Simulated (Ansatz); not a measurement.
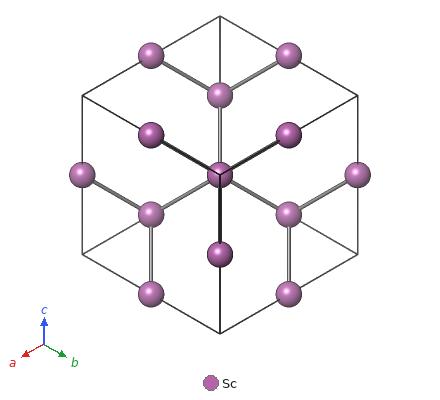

Sc (Fd-3m, No. 227): the end point of a relaxation with DFT, r2SCAN, plane waves (500 eV) with PAW, scalar-relativistic (Ansatz 0.2.0); the starting structure was generated, so it need not be a known form of this composition.

```cif
data_structure
_symmetry_space_group_name_H-M 'Fd-3m:1'
_symmetry_Int_Tables_number 227
_cell_length_a 6.3571
_cell_length_b 6.3571
_cell_length_c 6.3571
_cell_angle_alpha 90.000
_cell_angle_beta 90.000
_cell_angle_gamma 90.000
_cell_volume 256.90
loop_
_atom_site_label
_atom_site_type_symbol
_atom_site_symmetry_multiplicity
_atom_site_Wyckoff_symbol
_atom_site_fract_x
_atom_site_fract_y
_atom_site_fract_z
_atom_site_occupancy
Sc1 Sc 8 b 0.25000 0.25000 0.75000 1
```

What will a HAADF-like image along [111] show? Simulation: incoherent imaging, intensity Z^1.7 per atom, probe width 1.30 Å, thin sample. Shot noise was added.

Answer. The columns repeat on a hexagonal net with a repeat of 2.60 Å (plane group p6mm). All columns are alike (Sc). The shortest distance between visible columns is 2.60 Å in projection. Along the beam the structure repeats every 11.01 Å.

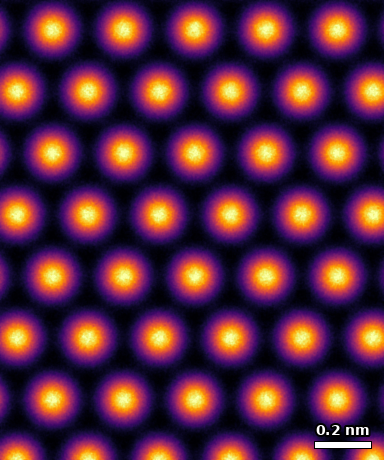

The simulated image.
